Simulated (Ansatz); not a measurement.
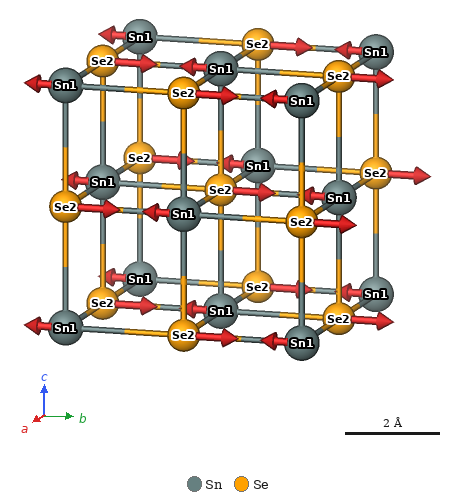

One vibrational mode of a crystal of SnSe relaxed at 40 GPa at the zone centre. The red arrows give the relative displacements of the atoms. Style: ball-and-stick. Shown: the conventional cell (4 times the calculation's cell), slightly off an axis. Lengths and directions refer to the drawn axes.

Theory: DFT LDA, scalar-relativistic, plane waves, PAW in Ansatz. Set-up: plane-wave cutoff 420 eV; k-point mesh 12 × 12 × 12; occupations gaussian; smearing width 0.01 eV; target pressure 40 GPa; no spin polarisation.

Q: What mode is this, and where does it lie in the spectrum?

A: This is the T₁u mode (triply degenerate; one member of the set is drawn) at 5.67 THz, the only optical level, infrared-active by symmetry. The Se sublattice moves against the Sn sublattice, along b; it stretches the shortest Se–Sn bonds (2.64 Å); the kinetic energy is shared as Se 60 %, Sn 40 %. The crystal is a metal, so free carriers screen the infrared response.
